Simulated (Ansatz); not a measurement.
Ti3O4 (7 atoms in the cell, total charge +0.5), run with Ansatz.

```
crystal:
  lattice:
    - [-2.0500366686, 2.0500366686, 4.0488713059]
    - [2.0500366686, -2.0500366686, 4.0488713059]
    - [2.0500366686, 2.0500366686, -4.0488713059]
  atoms:
    - { symbol: Ti, position: [0.25, 0.75, 0.5] }
    - { symbol: Ti, position: [0.5, 0.5, 0.0] }
    - { symbol: Ti, position: [0.75, 0.25, 0.5] }
    - { symbol: O, position: [0.0, 0.5, 0.5] }
    - { symbol: O, position: [0.2426947648, 0.2426947648, 0.0] }
    - { symbol: O, position: [0.5, 0.0, 0.5] }
    - { symbol: O, position: [0.7573052352, 0.7573052352, 0.0] }
basis:
  ecutwfc: 420
kpoints:
  mp_grid: { grid: [14, 14, 14] }
hamiltonian:
  xc: pbesol
scf:
  occupations: { method: gaussian, width: 0.15 }
  max_iter: 50
output:
  forces: true
  eigenvalues: true
  stress: true
total_charge: 0.5
```

Launched with:
```bash
ansatz run input.yaml --threads 2 --pin off --max-ram 5120MiB --backend cpu --events-out ev --progress --plain --runs-dir out
```

### Will this run converge, and how?

The run converged; it took 7 iterations. The residual falls at every step. From the first spectrum the program read the system as a metal and chose the LDOS preconditioner. The input holds a fault (a charge that the system can't hold). The SCF closed all the same, which doesn't make the results meaningful for the real system.

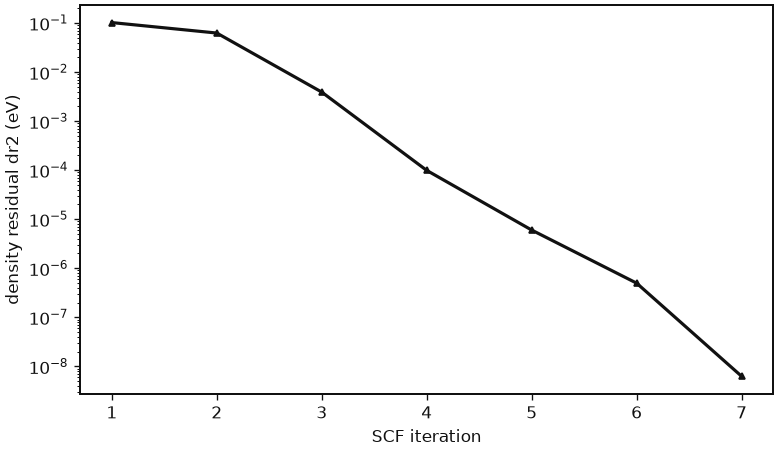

SCF iterations of a calculation: density residual dr2. The starting density is a sum of atomic densities corrected by a trained network.
